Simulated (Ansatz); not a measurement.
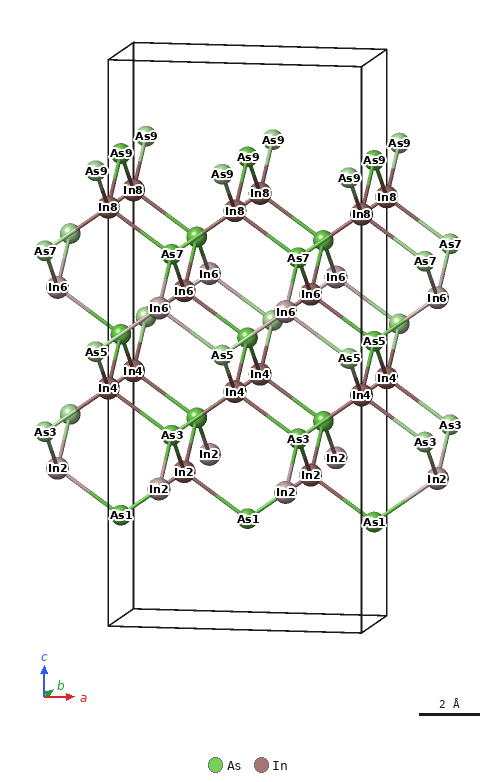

Figure 1. The input geometry of run 1 (ball-and-stick view of the 2 × 1 repeat of the cell, with the vacuum cut short, seen slightly off an axis; neighbours outside the cell are drawn fainter; atoms are numbered from 1 in the order of the input). An atom can appear more than once, as a periodic image. Near neighbours in the periodic cell (some may lie outside the picture): As has 2 In at 2.68 Å; In has 4 As at 2.68 Å; As has 4 In at 2.68 Å.

## In$_{4}$As$_{5}$: a changed input and its effect

System: In$_{4}$As$_{5}$ (slab, 9 atoms in the cell).
Method of run 1: DFT PBE, scalar-relativistic, plane waves, PAW, no spin polarisation (Ansatz 0.2.0).

The structure derives from an entry of the Crystallography Open Database. Text and figures count atoms from 1; the logs count them from 0 in places.

The input, run 1:
```yaml
crystal:
  lattice:
    - [4.3746994652, 0.0, 0.0]
    - [0.0, 4.3746994652, 0.0]
    - [0.0, 0.0, 27.3735186299]
  atoms:
    - { symbol: As, position: [0.0, 0.5, 0.2739874293] }
    - { symbol: In, position: [0.5, 0.5, 0.330490572] }
    - { symbol: As, position: [0.5, 0.0, 0.3869937146] }
    - { symbol: In, position: [0.0, 0.0, 0.4434968573] }
    - { symbol: As, position: [0.0, 0.5, 0.5] }
    - { symbol: In, position: [0.5, 0.5, 0.5565031427] }
    - { symbol: As, position: [0.5, 0.0, 0.6130062854] }
    - { symbol: In, position: [0.0, 0.0, 0.669509428] }
    - { symbol: As, position: [0.0, 0.5, 0.7260125707] }
basis:
  ecutwfc: 420
kpoints:
  mp_grid: { grid: [8, 8, 1] }
hamiltonian:
  xc: pbe
scf:
  occupations: { method: gaussian, width: 0.1 }
  n_extra_bands: 1
output:
  forces: true
  stress: true
  eigenvalues: true
efield:
  axis: 3
  dipole_correction: true
  ramp_width: 0.04
```

Command:
```bash
ansatz run input.yaml --threads 1 --pin off --max-ram 2560MiB --backend cpu --events-out ev --progress --plain --runs-dir out
```

Hardware: 1 thread of Arm Neoverse V1, 24 GiB of memory available, shared host.

Output, shortened to warnings, some set-up lines, iterations and results (run 1):
```
Basis set: ecut = 420 eV, 10307 PW (Γ), exchange–correlation on 60×60×384 points (8 copies of the dense FFT grid, shifted against one another)
Symmetry: 4 space group operations
k-points: 25 of 64
Initial density: superposition of atomic densities (neutral atoms: chi_scale 0, normalization atom), corrected by the library's trained network
[...]
SCF iter   1: F=—  HF=-46670.747847 eV  |F-HF|=—  |Δ(HF+E_count)|=         —  Δρ=2.54e-3  dr2=1.18e-1  ethr=1.77e-3  p=0.000 e·Å  D=2.89e-14 V/Å  ΔV_dip=-0.00 eV  …
SCF iter   2: F=—  HF=-46670.720265 eV  |F-HF|=—  |Δ(HF+E_count)|=   2.76e-2  Δρ=1.13e-3  dr2=9.34e-3  ethr=9.32e-5  p=-0.000 e·Å  D=-2.02e-5 V/Å  ΔV_dip=0.00 eV  …
SCF iter   3: F=—  HF=-46670.721156 eV  |F-HF|=—  |Δ(HF+E_count)|=   8.92e-4  Δρ=3.36e-4  dr2=1.21e-3  ethr=7.35e-6  p=-0.000 e·Å  D=-5.36e-6 V/Å  ΔV_dip=0.00 eV  …
SCF iter   4: F=—  HF=-46670.721003 eV  |F-HF|=—  |Δ(HF+E_count)|=   1.53e-4  Δρ=1.10e-4  dr2=1.20e-4  ethr=9.51e-7  p=-0.000 e·Å  D=-1.23e-6 V/Å  ΔV_dip=0.00 eV  …
SCF iter   5: F=—  HF=-46670.720992 eV  |F-HF|=—  |Δ(HF+E_count)|=   1.10e-5  Δρ=3.01e-5  dr2=8.21e-6  ethr=9.47e-8  p=0.000 e·Å  D=1.06e-6 V/Å  ΔV_dip=-0.00 eV  …
SCF iter   6: F=—  HF=-46670.721065 eV  |F-HF|=—  |Δ(HF+E_count)|=   7.26e-5  Δρ=1.02e-5  dr2=1.09e-6  ethr=6.47e-9  p=0.000 e·Å  D=1.51e-6 V/Å  ΔV_dip=-0.00 eV  …
SCF iter   7: F=—  HF=-46670.721065 eV  |F-HF|=—  |Δ(HF+E_count)|=   7.87e-7  Δρ=3.74e-6  dr2=1.54e-7  ethr=8.55e-10  p=0.000 e·Å  D=7.88e-7 V/Å  ΔV_dip=-0.00 eV  …
SCF iter   8: F=-46670.721065 eV  HF=-46670.721065 eV  |F-HF|=7.96e-9  |Δ(HF+E_count)|=   1.95e-8  Δρ=1.17e-6  dr2=1.54e-8  ethr=7.87e-11  p=0.000 e·Å  D=5.06e-7 V/Å  …
SCF 1 converged in 8 iterations: F = -46670.721065 eV  dr2 = 1.54e-8
SCF converged after 8 iterations
Free energy (F): -46670.721065 eV
Harris-Foulkes:  -46670.721065 eV  (|F-HF|=7.96e-9)
Internal energy: -46670.687708 eV  (E = F + TS)
E sigma→0 (E₀):  -46670.704387 eV
Entropy (-TS):   -0.033357 eV (-3.706 meV/atom)
Fermi energy:    0.523161 eV
Dipole field:    D = 0.000007 V/Å  (p = 0.000021 e·Å, saw-weighted, corrected)
Work function:   Φ+ = 5.7245 eV   Φ− = 5.7247 eV
Levels:          The Fermi level and band energies are counted from a zero that moves with the ramp; work functions are not
--- Per-component energies (eV) ---
  E_band       = -2386.264056
  E_kinetic    = 1478.008635
  E_local      = -98754.770933  (includes V_loc(G=0)·N_el)
  E_nonlocal   = -1886.007364
  E_hartree    = 48806.287658
  E_xc         = -1250.704074
  E_vxc        = -784.294792  (∫ρ·V_xc dr)
  E_paw        = -25794.527478  (= ΣΔE_a)
  E_vpaw       = -51.774316  (= ΣTr[D̂ρ^β])
  E_aug_tail   = 0.000146  (compensation charges beyond the density's cutoff)
  E_efield     = 0.000000  (sawtooth field / dipole correction)
  E_vefield    = 0.000000  (∫n·V_field dr)
  E_ewald      = 30731.025702
  E_smearing   = -0.033357  (= −TS)
  E_closure    = -0.000000  (closes the sum)
  Σ components = -46670.721065   (vs F -46670.721065, Δ=0.00e0)
--- Forces (eV/Å), atoms counted from 1 ---
  atom   1  As     0.00000000     0.00000000     0.09579183
  atom   2  In     0.00000000     0.00000000    -0.27221942
  atom   3  As     0.00000000     0.00000000     0.24141793
  atom   4  In     0.00000000     0.00000000    -0.10853291
  atom   5  As     0.00000000     0.00000000     0.00000116
  atom   6  In     0.00000000     0.00000000     0.10853037
  atom   7  As     0.00000000     0.00000000    -0.24141694
  atom   8  In     0.00000000     0.00000000     0.27221623
  atom   9  As     0.00000000     0.00000000    -0.09578806
  max |Σ_I F_I| component: 1.75e-7 eV/Å
--- Stress (GPa, compression-positive) ---
       -0.681219       0.000000       0.000000
        0.000000      -0.681218       0.000000
        0.000000       0.000000       0.055958
  P = ⅓ Tr σ = -0.4355 GPa (-4.355 kbar)
```

The input of run 2 differs as follows (lines with − go, lines with + come):
```diff
-  n_extra_bands: 1
+  max_iter: 100
+  amplitude: 0.6
```

Predict how the results change.

Run 2 ends 30.9 meV per atom lower: the change has altered the solution reached or how tightly it is converged. The SCF takes 11 iterations against 8. On the same kind of shared host run 2 took about 1.5 times as long.

Output, shortened to warnings, some set-up lines, iterations and results (run 2):
```
Basis set: ecut = 420 eV, 10307 PW (Γ), exchange–correlation on 60×60×384 points (8 copies of the dense FFT grid, shifted against one another)
Symmetry: 4 space group operations
k-points: 25 of 64
Initial density: superposition of atomic densities (neutral atoms: chi_scale 0, normalization atom, screened)
[...]
SCF iter   1: F=—  HF=-46672.413775 eV  |F-HF|=—  |Δ(HF+E_count)|=         —  Δρ=2.33e-2  dr2=2.99e1  ethr=3.10e-3  p=1.206 e·Å  D=4.16e-1 V/Å  ΔV_dip=-11.40 eV  …
SCF iter   2: F=—  HF=-46671.540679 eV  |F-HF|=—  |Δ(HF+E_count)|=   8.73e-1  Δρ=1.50e-2  dr2=8.82e0  ethr=3.10e-3  p=0.962 e·Å  D=3.32e-1 V/Å  ΔV_dip=-9.09 eV  …
SCF iter   3: F=—  HF=-46671.026666 eV  |F-HF|=—  |Δ(HF+E_count)|=   5.14e-1  Δρ=3.41e-3  dr2=2.25e-1  ethr=3.10e-3  p=0.947 e·Å  D=3.27e-1 V/Å  ΔV_dip=-8.95 eV  …
SCF iter   4: F=—  HF=-46671.000560 eV  |F-HF|=—  |Δ(HF+E_count)|=   2.61e-2  Δρ=1.09e-3  dr2=2.73e-2  ethr=1.77e-4  p=0.936 e·Å  D=3.23e-1 V/Å  ΔV_dip=-8.85 eV  …
SCF iter   5: F=—  HF=-46670.999258 eV  |F-HF|=—  |Δ(HF+E_count)|=   1.30e-3  Δρ=5.39e-4  dr2=6.63e-3  ethr=2.15e-5  p=0.926 e·Å  D=3.20e-1 V/Å  ΔV_dip=-8.76 eV  …
SCF iter   6: F=—  HF=-46670.998918 eV  |F-HF|=—  |Δ(HF+E_count)|=   3.40e-4  Δρ=1.79e-4  dr2=7.44e-4  ethr=5.22e-6  p=0.927 e·Å  D=3.20e-1 V/Å  ΔV_dip=-8.76 eV  …
SCF iter   7: F=—  HF=-46670.998916 eV  |F-HF|=—  |Δ(HF+E_count)|=   1.85e-6  Δρ=7.48e-5  dr2=1.02e-4  ethr=5.86e-7  p=0.927 e·Å  D=3.20e-1 V/Å  ΔV_dip=-8.76 eV  …
SCF iter   8: F=—  HF=-46670.998911 eV  |F-HF|=—  |Δ(HF+E_count)|=   5.21e-6  Δρ=2.92e-5  dr2=1.84e-5  ethr=8.03e-8  p=0.927 e·Å  D=3.20e-1 V/Å  ΔV_dip=-8.76 eV  …
SCF iter   9: F=—  HF=-46670.998980 eV  |F-HF|=—  |Δ(HF+E_count)|=   6.86e-5  Δρ=8.06e-6  dr2=4.79e-7  ethr=1.45e-8  p=0.927 e·Å  D=3.20e-1 V/Å  ΔV_dip=-8.76 eV  …
SCF iter  10: F=—  HF=-46670.998980 eV  |F-HF|=—  |Δ(HF+E_count)|=   6.15e-7  Δρ=2.73e-6  dr2=1.53e-7  ethr=7.87e-11  p=0.927 e·Å  D=3.20e-1 V/Å  ΔV_dip=-8.76 eV  …
SCF iter  11: F=-46670.998980 eV  HF=-46670.998980 eV  |F-HF|=2.51e-8  |Δ(HF+E_count)|=   4.67e-8  Δρ=1.31e-6  dr2=1.04e-8  ethr=7.87e-11  p=0.927 e·Å  D=3.20e-1 V/Å  …
SCF 1 converged in 11 iterations: F = -46670.998980 eV  dr2 = 1.04e-8
SCF converged after 11 iterations
Free energy (F): -46670.998980 eV
Harris-Foulkes:  -46670.998980 eV  (|F-HF|=2.51e-8)
Internal energy: -46670.964830 eV  (E = F + TS)
E sigma→0 (E₀):  -46670.981905 eV
Entropy (-TS):   -0.034150 eV (-3.794 meV/atom)
Fermi energy:    0.508777 eV
Dipole field:    D = 0.320175 V/Å  (p = 0.926943 e·Å, saw-weighted, corrected)
Work function:   not extracted (applied field tilts the vacuum); planar V_es + V_field profile in the machine report
Levels:          The Fermi level and band energies are counted from a zero that moves with the ramp; work functions are not
--- Per-component energies (eV) ---
  E_band       = -2388.288046
  E_kinetic    = 1477.968859
  E_local      = -98752.731600  (includes V_loc(G=0)·N_el)
  E_nonlocal   = -1886.004525
  E_hartree    = 48804.395280
  E_xc         = -1250.678489
  E_vxc        = -784.261377  (∫ρ·V_xc dr)
  E_paw        = -25794.532432  (= ΣΔE_a)
  E_vpaw       = -51.785105  (= ΣTr[D̂ρ^β])
  E_aug_tail   = 0.000146  (compensation charges beyond the density's cutoff)
  E_efield     = -0.407774  (sawtooth field / dipole correction)
  E_vefield    = -0.259382  (∫n·V_field dr)
  E_ewald      = 30731.025702
  E_smearing   = -0.034150  (= −TS)
  E_closure    = 0.000000  (closes the sum)
  Σ components = -46670.998980   (vs F -46670.998980, Δ=0.00e0)
--- Forces (eV/Å), atoms counted from 1 ---
  atom   1  As     0.00000000     0.00000000     0.06501641
  atom   2  In     0.00000000     0.00000000    -0.26015351
  atom   3  As     0.00000000     0.00000000     0.24563461
  atom   4  In     0.00000000     0.00000000    -0.11898696
  atom   5  As     0.00000000     0.00000000     0.01236688
  atom   6  In     0.00000000     0.00000000     0.09389397
  atom   7  As     0.00000000     0.00000000    -0.23183040
  atom   8  In     0.00000000     0.00000000     0.28725496
  atom   9  As     0.00000000     0.00000000    -0.09317480
  max |Σ_I F_I| component: 2.11e-5 eV/Å
--- Stress (GPa, compression-positive) ---
       -0.614222       0.000000       0.000000
        0.000000      -0.585013       0.000000
        0.000000       0.000000       0.126463
  P = ⅓ Tr σ = -0.3576 GPa (-3.576 kbar)
```

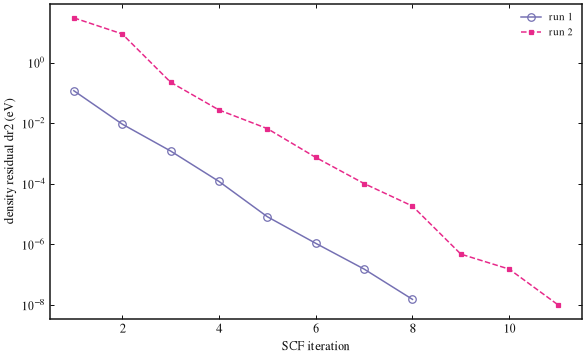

Figure 2. Convergence of the two runs: density residual dr2 against the SCF iteration. Run 1 takes 8 iterations in all, and run 2 takes 11.

The two runs side by side:

```tsv
quantity	run 1	run 2
outcome	converged	converged
free energy per atom (eV)	−5185.6357	−5185.6666
energy per atom, smearing taken to zero (eV)	−5185.6338	−5185.6647
gap on the mesh (eV)	0.00	0.00
work function (eV)	5.72	–
largest force (eV/Å)	0.272	0.287
SCF iterations	8	11
irreducible k-points	25	25
plane waves at Γ	10307	10307
wall time (shared host)	1.7 min	2.7 min
```
